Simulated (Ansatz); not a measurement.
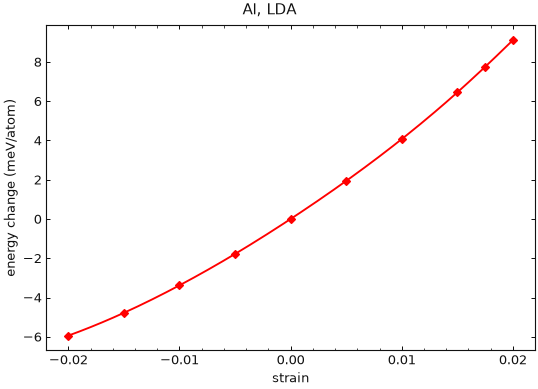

The plot gives the computed energy change against strain for Al, space group Fm-3m (No. 225).

Cell as given: a = 2.862 Å, b = 2.862 Å, c = 2.862 Å, α = 60.00°, β = 60.00°, γ = 60.00°; 1 atom.

Computed with Ansatz 0.2.0: homogeneous strain of a crystal along one Voigt pattern with engineering shear, fractional coordinates fixed, by plane-wave density functional theory with PAW datasets, free energies less that of the undisturbed cell; scalar-relativistic. Level: LDA, no spin polarisation.

wave cutoff 420 eV; k mesh 20×20×20; occupations Gaussian; smearing width 0.15 eV; k shift (0, 0, 0) (mesh steps); start as given; strain pattern (0, 1, 0, 0, 0, 0) (xx yy zz yz xz xy with engineering shear).

Tabulate the plotted points.

| strain | energy change (meV/atom) |
| --- | --- |
| −0.0200 | −5.94 |
| −0.0150 | −4.78 |
| −0.0100 | −3.38 |
| −0.0050 | −1.78 |
| 0.0000 | 0.00 |
| 0.0050 | 1.94 |
| 0.0100 | 4.07 |
| 0.0150 | 6.45 |
| 0.0175 | 7.75 |
| 0.0200 | 9.11 |

Limits of the calculation: reference crystal is not relaxed.
